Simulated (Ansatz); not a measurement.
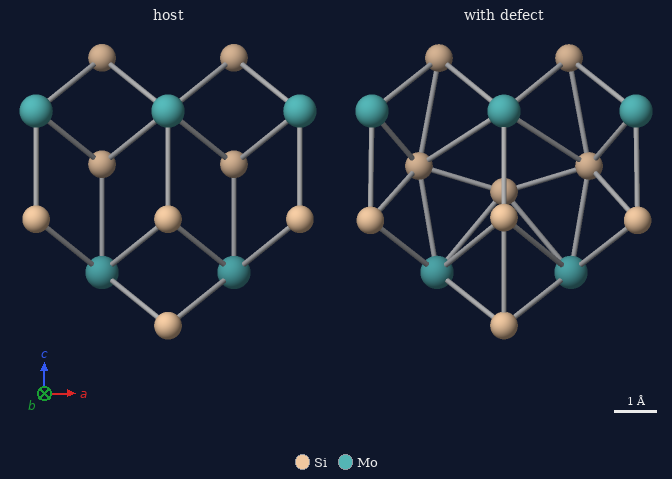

Left: perfect Si₂Mo. Right: the same region with one point defect, after relaxing the atoms in a supercell of 27 sites. A ball-and-stick model of the atoms within 4.6 Å of one point, in a slice 4.2 Å thick across the line of sight, seen along the b axis.

Computed with DFT PBE, scalar-relativistic, plane waves, PAW in Ansatz 0.2.0. Set-up: plane-wave cutoff 420 eV; k-point mesh 4 × 4 × 4; occupations gaussian; smearing width 0.1 eV; no spin polarisation. The cell is small and the k-mesh coarse, so the numbers are rough. The axes drawn are those of the host's conventional cell.

> What kind of defect was made?

An extra silicon atom is put between the host's atoms (an interstitial).

The charge state of the cell is 0.

> What does the relaxation do around it?

The Si atom starts with 4 Si at 1.74 Å around its place and ends with 4 Si at 2.17 Å, 4 Mo at 2.56 Å. Of the host's atoms, a silicon atom moves furthest from its site, by 0.47 Å. Relaxing the atoms from the host's sites lowers the energy by 13.14 eV. At a tolerance of 0.02 Å the relaxed supercell has space group I-4m2.
